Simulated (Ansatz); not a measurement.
# Rhodium, fcc under PBE: ground state and equation of state, part 2 of 2

What does PBE give for rhodium in the fcc structure? We relax it, solve it on a dense k-mesh, switch on spin-orbit coupling, then scale the cell to 7 volumes from 88 to 112 % of the relaxed one and try a fit of the equation of state. The k-meshes are 14×14×14 for the relaxation; 23×23×23 for the dense run; 14×14×14 for spin-orbit coupling; 23×23×23 for the volumes. It starts from a deposited cell (COD).

Ansatz 0.2.0; DFT, PBE, plane waves (420 eV) with PAW, scalar-relativistic.

## 7. Volume × 0.96

input.yaml reads:

```yaml
crystal:
  lattice:
    - [0.0, 1.8901636747, 1.8901636747]
    - [1.8901636747, 0.0, 1.8901636747]
    - [1.8901636747, 1.8901636747, 0.0]
  atoms:
    - { symbol: Rh, position: [0.0, 0.0, 0.0] }
hamiltonian:
  xc: pbe
  pseudopotentials:
    kind: paw
    azcp:
      Rh: "pseudopotentials/Rh.paw.azcp"
basis:
  ecutwfc: 420
  fft_grid_basis: typed
kpoints:
  mp_grid: { grid: [23, 23, 23], shift: [0, 0, 0] }
magnetization:
  spin_polarized: false
scf:
  occupations: { method: fermi_dirac, width: 0.1 }
output:
  stress: true
```

The program printed, cut to the lines that bear on the results:

```text
[...]
Pseudopotentials: kind: paw
Pseudopotential: Rh, paw, valence charge 17, recommended cutoff 420 eV (normal), <dir>
Functional definition: PBE
[...]
Crystal: 1 atoms, lattice volume = 13.506 Å³
Basis set: ecut = 420 eV, 259 PW (Γ)
Bands: 13, of which v1, the nominal top of the filled ones, is band 9 counted from 1 (8 counted from 0)
Symmetry: 48 space group operations
Space group: Fm-3m (ITA 225), of the structure as read, at distance tolerance 2.4e-5 Å
k-points: 364 of 12167
[...]
SCF iter   1: F=—  HF=-6402.891795 eV  |F-HF|=—  |Δ(HF+E_count)|=         —  Δρ=3.13e-3  dr2=5.01e-4  ethr=1.77e-3  ⟨swp⟩=4.9  Hψ=26128  notcnv=0
[...]
SCF iter   6: F=-6402.891974 eV  HF=-6402.891974 eV  |F-HF|=1.59e-9  |Δ(HF+E_count)|=   1.50e-7  Δρ=7.25e-6  dr2=1.37e-9  ethr=5.88e-10  ⟨swp⟩=4.0  Hψ=14310  notcnv=0
[...]
SCF converged after 6 iterations
Free energy (F): -6402.891974 eV
[...]
E sigma→0 (E₀):  -6402.870487 eV
Entropy (-TS):   -0.042974 eV (-42.974 meV/atom)
Fermi energy:    22.904137 eV
[...]
--- Stress (GPa, compression-positive) ---
       11.528091       0.000000       0.000000
        0.000000      11.528091      -0.000000
       -0.000000       0.000000      11.528091
  P = ⅓ Tr σ = 11.5281 GPa (115.281 kbar)
```

It took 4.8 s on 1 thread of an x86-64 CPU, shared host; peak memory 0.55 GiB.

## 8. Volume × 1.0

Edit input.yaml of step 7 so:

```diff
@@ -2,5 +2,5 @@
   lattice:
-    - [0.0, 1.8901636747, 1.8901636747]
-    - [1.8901636747, 0.0, 1.8901636747]
-    - [1.8901636747, 1.8901636747, 0.0]
+    - [0.0, 1.9160595457, 1.9160595457]
+    - [1.9160595457, 0.0, 1.9160595457]
+    - [1.9160595457, 1.9160595457, 0.0]
   atoms:
```

The program printed, cut to the lines that bear on the results:

```text
[...]
[... 3 set-up lines as earlier in the session ...]
[...]
Crystal: 1 atoms, lattice volume = 14.069 Å³
Basis set: ecut = 420 eV, 283 PW (Γ)
Bands: 13, of which v1, the nominal top of the filled ones, is band 9 counted from 1 (8 counted from 0)
[... 2 set-up lines as earlier in the session ...]
k-points: 364 of 12167
[...]
SCF iter   1: F=—  HF=-6402.911269 eV  |F-HF|=—  |Δ(HF+E_count)|=         —  Δρ=2.85e-3  dr2=3.86e-4  ethr=1.77e-3  ⟨swp⟩=4.9  Hψ=26122  notcnv=0
[...]
SCF iter   6: F=-6402.911348 eV  HF=-6402.911348 eV  |F-HF|=1.26e-9  |Δ(HF+E_count)|=   1.02e-7  Δρ=7.93e-6  dr2=1.65e-9  ethr=5.88e-10  ⟨swp⟩=4.0  Hψ=15040  notcnv=0
[...]
SCF converged after 6 iterations
Free energy (F): -6402.911348 eV
[...]
E sigma→0 (E₀):  -6402.888180 eV
Entropy (-TS):   -0.046335 eV (-46.335 meV/atom)
Fermi energy:    21.732889 eV
[...]
--- Stress (GPa, compression-positive) ---
       -0.022196       0.000000       0.000000
        0.000000      -0.022196       0.000000
        0.000000      -0.000000      -0.022196
  P = ⅓ Tr σ = -0.0222 GPa (-0.222 kbar)
```

Wall time 4.9 s (1 thread of an x86-64 CPU, shared host); peak memory 0.54 GiB.

## 9. Volume × 1.04

Edit input.yaml of step 8 so:

```diff
@@ -2,5 +2,5 @@
   lattice:
-    - [0.0, 1.9160595457, 1.9160595457]
-    - [1.9160595457, 0.0, 1.9160595457]
-    - [1.9160595457, 1.9160595457, 0.0]
+    - [0.0, 1.941273747, 1.941273747]
+    - [1.941273747, 0.0, 1.941273747]
+    - [1.941273747, 1.941273747, 0.0]
   atoms:
```

The program printed, cut to the lines that bear on the results:

```text
[...]
[... 3 set-up lines as earlier in the session ...]
[...]
Crystal: 1 atoms, lattice volume = 14.632 Å³
Basis set: ecut = 420 eV, 283 PW (Γ)
Bands: 13, of which v1, the nominal top of the filled ones, is band 9 counted from 1 (8 counted from 0)
[... 2 set-up lines as earlier in the session ...]
k-points: 364 of 12167
[...]
SCF iter   1: F=—  HF=-6402.894787 eV  |F-HF|=—  |Δ(HF+E_count)|=         —  Δρ=2.63e-3  dr2=2.77e-4  ethr=1.77e-3  ⟨swp⟩=4.8  Hψ=26030  notcnv=0
[...]
SCF iter   6: F=-6402.894795 eV  HF=-6402.894795 eV  |F-HF|=6.57e-10  |Δ(HF+E_count)|=  5.38e-10  Δρ=3.76e-6  dr2=1.22e-9  ethr=1.60e-11  ⟨swp⟩=2.0  Hψ=13578  notcnv=0
[...]
SCF converged after 6 iterations
Free energy (F): -6402.894795 eV
[...]
E sigma→0 (E₀):  -6402.869879 eV
Entropy (-TS):   -0.049833 eV (-49.833 meV/atom)
Fermi energy:    20.652487 eV
[...]
--- Stress (GPa, compression-positive) ---
       -9.027191       0.000000      -0.000000
        0.000000      -9.027191       0.000000
       -0.000000      -0.000000      -9.027191
  P = ⅓ Tr σ = -9.0272 GPa (-90.272 kbar)
```

Wall time 6.2 s (1 thread of an x86-64 CPU, shared host); peak memory 0.55 GiB.

## 10. Volume × 1.08

Edit input.yaml of step 9 so:

```diff
@@ -2,5 +2,5 @@
   lattice:
-    - [0.0, 1.941273747, 1.941273747]
-    - [1.941273747, 0.0, 1.941273747]
-    - [1.941273747, 1.941273747, 0.0]
+    - [0.0, 1.9658494413, 1.9658494413]
+    - [1.9658494413, 0.0, 1.9658494413]
+    - [1.9658494413, 1.9658494413, 0.0]
   atoms:
```

The program printed, cut to the lines that bear on the results:

```text
[...]
[... 3 set-up lines as earlier in the session ...]
[...]
Crystal: 1 atoms, lattice volume = 15.194 Å³
Basis set: ecut = 420 eV, 307 PW (Γ)
Bands: 13, of which v1, the nominal top of the filled ones, is band 9 counted from 1 (8 counted from 0)
[... 1 set-up line as earlier in the session ...]
Space group: Fm-3m (ITA 225), of the structure as read, at distance tolerance 2.5e-5 Å
k-points: 364 of 12167
[...]
SCF iter   1: F=—  HF=-6402.850345 eV  |F-HF|=—  |Δ(HF+E_count)|=         —  Δρ=2.59e-3  dr2=2.07e-4  ethr=1.77e-3  ⟨swp⟩=4.9  Hψ=26055  notcnv=0
[...]
SCF iter   6: F=-6402.850281 eV  HF=-6402.850281 eV  |F-HF|=6.26e-9  |Δ(HF+E_count)|=   2.90e-8  Δρ=8.88e-6  dr2=9.76e-9  ethr=5.88e-10  ⟨swp⟩=3.0  Hψ=12596  notcnv=0
[...]
SCF converged after 6 iterations
Free energy (F): -6402.850281 eV
[...]
E sigma→0 (E₀):  -6402.823553 eV
Entropy (-TS):   -0.053455 eV (-53.455 meV/atom)
Fermi energy:    19.653055 eV
[...]
--- Stress (GPa, compression-positive) ---
      -16.018211      -0.000000      -0.000000
       -0.000000     -16.018211      -0.000000
       -0.000000       0.000000     -16.018211
  P = ⅓ Tr σ = -16.0182 GPa (-160.182 kbar)
```

Wall time 4 s (1 thread of an x86-64 CPU, shared host); peak memory 0.55 GiB.

## 11. Volume × 1.12

Edit input.yaml of step 10 so:

```diff
@@ -2,5 +2,5 @@
   lattice:
-    - [0.0, 1.9658494413, 1.9658494413]
-    - [1.9658494413, 0.0, 1.9658494413]
-    - [1.9658494413, 1.9658494413, 0.0]
+    - [0.0, 1.989825578, 1.989825578]
+    - [1.989825578, 0.0, 1.989825578]
+    - [1.989825578, 1.989825578, 0.0]
   atoms:
```

The program printed, cut to the lines that bear on the results:

```text
[...]
[... 3 set-up lines as earlier in the session ...]
[...]
Crystal: 1 atoms, lattice volume = 15.757 Å³
Basis set: ecut = 420 eV, 331 PW (Γ)
Bands: 13, of which v1, the nominal top of the filled ones, is band 9 counted from 1 (8 counted from 0)
[... 2 set-up lines as earlier in the session ...]
k-points: 364 of 12167
[...]
SCF iter   1: F=—  HF=-6402.784289 eV  |F-HF|=—  |Δ(HF+E_count)|=         —  Δρ=2.73e-3  dr2=1.83e-4  ethr=1.77e-3  ⟨swp⟩=4.9  Hψ=25937  notcnv=0
[...]
SCF iter   6: F=-6402.784129 eV  HF=-6402.784129 eV  |F-HF|=1.08e-8  |Δ(HF+E_count)|=   3.85e-8  Δρ=1.14e-5  dr2=1.65e-8  ethr=5.88e-10  ⟨swp⟩=3.1  Hψ=12667  notcnv=0
[...]
SCF converged after 6 iterations
Free energy (F): -6402.784129 eV
[...]
E sigma→0 (E₀):  -6402.755534 eV
Entropy (-TS):   -0.057190 eV (-57.190 meV/atom)
Fermi energy:    18.726072 eV
[...]
--- Stress (GPa, compression-positive) ---
      -21.409606       0.000000       0.000000
        0.000000     -21.409606       0.000000
        0.000000      -0.000000     -21.409606
  P = ⅓ Tr σ = -21.4096 GPa (-214.096 kbar)
```

It took 4.8 s on 1 thread of an x86-64 CPU, shared host; peak memory 0.55 GiB.

## 12. Fitting the volumes

The cell was scaled evenly, with its shape and the fractional positions fixed.

```tsv
V (Å³/atom)	E − E₀ (meV/atom)	P from the stress (GPa)	P from the fit (GPa)
12.381	204.2	45.20	44.85
12.943	81.5	26.31	25.85
13.506	17.7	11.53	11.04
14.069	0.0	-0.02	-0.50
14.632	18.3	-9.03	-9.52
15.194	64.6	-16.02	-16.54
15.757	132.6	-21.41	-22.00
```

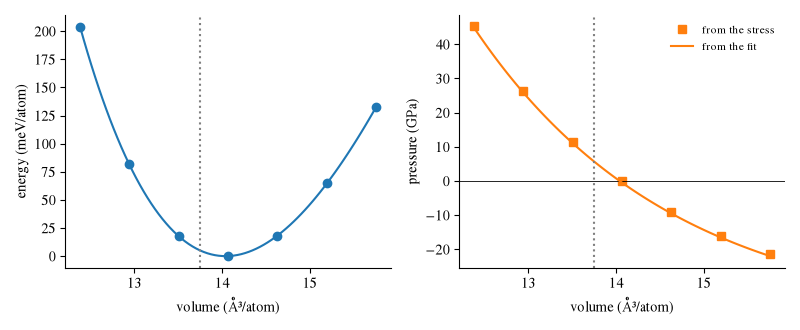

Energy and pressure against volume; the lines are the Birch-Murnaghan fit; the dotted line marks the deposited volume.

A third-order Birch-Murnaghan fit gives V₀ = 14.041 Å³/atom, B₀ = 257 GPa and B₀′ = 5.2; it misses no point by more than 0.05 meV/atom.

Fit and stress differ a little: one follows E(σ → 0), the other the smeared free energy.

## 13. Outcome

This closing draws on all 2 parts.

| quantity | value |
| --- | --- |
| space group (spins left aside) | Fm-3m (No. 225) |
| conventional cell | a = 3.832 Å |
| volume | 14.069 Å³/atom |
| shortest distance | 2.710 Å |
| against the deposited volume | +2.3 % (13.752 Å³/atom) |
| gap on the mesh | none (levels filled in part) |
| V₀, B₀, B₀′ | 14.041 Å³/atom, 257 GPa, 5.2 |

Against experiment, PBE misses the volume by +2.3 %. The deposited cell holds zero-point motion and, unless taken cold, thermal expansion, so the miss against a static lattice is larger still. No gap shows: it is a metal or semimetal at this level. Totals with and without spin-orbit coupling (-1.8 eV/atom apart) can't be read as binding, since the two-component data shift the zero of energy. The fitted modulus is 257 GPa.
